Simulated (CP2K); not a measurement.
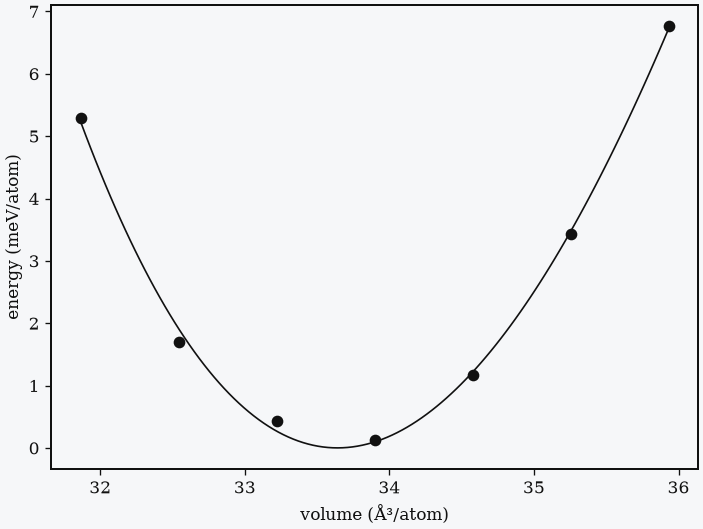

The plot gives the computed energy against volume.

Method: DFT in Gaussian orbitals with a plane-wave density, no spin polarisation; energies at scaled volumes of the given cell, shape and fractions fixed, counted from the fit's minimum, third-order Birch-Murnaghan fit (CP2K 2026.2). Level: PBEsol.

> For which of these solids was it computed?
A. NaI, Fm-3m (No. 225)
B. Ta₂C, P-3m1 (No. 164)
C. MgSi, P4/mmm (No. 123)

A, NaI: energy from 0.13 meV/atom to 6.77 meV/atom, V0 33.64 Å³/atom, B0 15.9 GPa. The others give: Ta₂C, energy from 0.83 meV/atom to 57.98 meV/atom, V0 13.61 Å³/atom, B0 290 GPa; MgSi, energy from 0.03 meV/atom to 12.17 meV/atom, V0 17.3 Å³/atom, B0 62.5 GPa.

For MgSi, limits of the calculation: shape and atomic fractions are frozen while scaling, which makes layered, chain and framework solids too stiff.

For Ta₂C, limits of the calculation: shape and atomic fractions are frozen while scaling, which makes layered, chain and framework solids too stiff.
